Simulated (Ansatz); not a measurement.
```yaml
crystal:
  lattice:
    - [7.63395, 0.00000, 0.00000]
    - [0.00000, 10.78156, 0.00000]
    - [0.00000, 0.00000, 13.44095]
  atoms:
    - { symbol: Sn, position: [0.50000, 0.03467, 0.30982] }
    - { symbol: Sn, position: [0.00000, 0.53467, 0.80982] }
    - { symbol: Sn, position: [0.00000, 0.03467, 0.19018] }
    - { symbol: Sn, position: [0.50000, 0.53467, 0.69018] }
    - { symbol: Sn, position: [0.00000, 0.46533, 0.19018] }
    - { symbol: Sn, position: [0.50000, 0.96533, 0.69018] }
    - { symbol: Sn, position: [0.50000, 0.46533, 0.30982] }
    - { symbol: Sn, position: [0.00000, 0.96533, 0.80982] }
    - { symbol: Se, position: [0.50000, 0.25000, 0.39415] }
    - { symbol: Se, position: [0.00000, 0.75000, 0.89415] }
    - { symbol: Se, position: [0.00000, 0.25000, 0.10585] }
    - { symbol: Se, position: [0.50000, 0.75000, 0.60585] }
    - { symbol: Se, position: [0.25000, 0.89927, 0.25000] }
    - { symbol: Se, position: [0.75000, 0.39927, 0.75000] }
    - { symbol: Se, position: [0.25000, 0.10073, 0.75000] }
    - { symbol: Se, position: [0.75000, 0.60073, 0.25000] }
    - { symbol: Se, position: [0.25000, 0.60073, 0.25000] }
    - { symbol: Se, position: [0.75000, 0.10073, 0.75000] }
    - { symbol: Se, position: [0.25000, 0.39927, 0.75000] }
    - { symbol: Se, position: [0.75000, 0.89927, 0.25000] }
    - { symbol: Se, position: [0.00000, 0.50000, 0.00000] }
    - { symbol: Se, position: [0.50000, 0.00000, 0.50000] }
    - { symbol: Se, position: [0.00000, 0.00000, 0.00000] }
    - { symbol: Se, position: [0.50000, 0.50000, 0.50000] }
```

Space group Imma.

All numbers below come from Ansatz, DFT LDA, scalar-relativistic, plane waves, PAW.

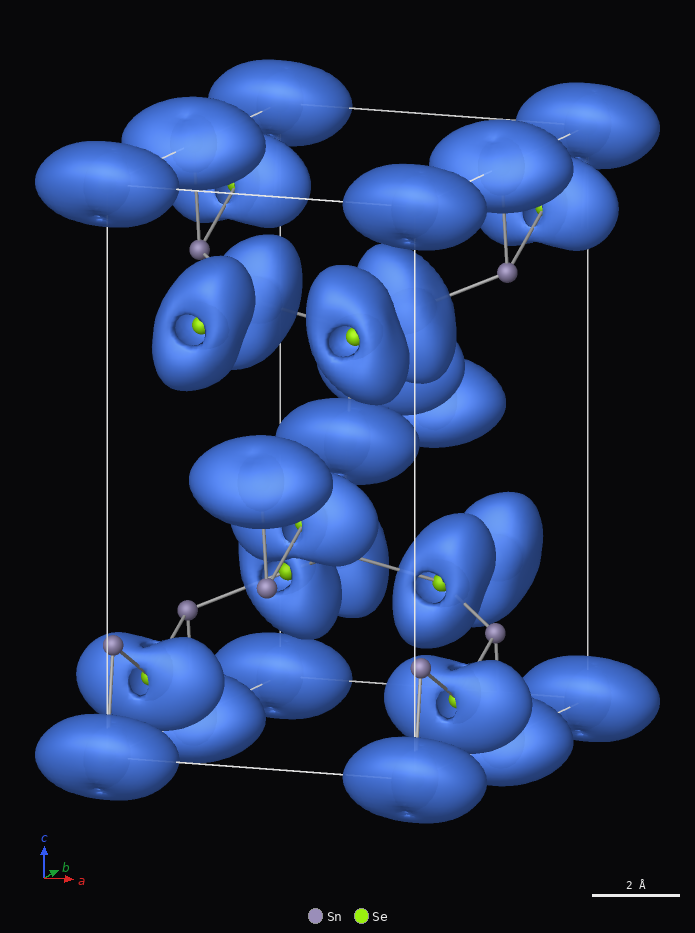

SnSe₂. Isosurface of the ELF at 0.7 (blue), seen slightly off an axis. Only the valence region is drawn (cores and ρ < 0.01 e/Å³ removed). Sticks mark near contacts.

In a PAW calculation such maps are meaningful between the atoms, not at the nuclei.

Where are the electrons localised?

Answer. The surface consists of 16 regions wrapped around Se (the valence shell of each), counted in one cell of 24 atoms. Any copies at cell faces, edges or corners count once. Profiles from the grid: Sn–Se (2.53 Å): the ELF is about 0.55 at the midpoint. Sn–Se (2.58 Å): the ELF is about 0.45 at the midpoint.

Does the calculation give a band gap?

Answer. It is gapless in this calculation (a metal or semimetal).
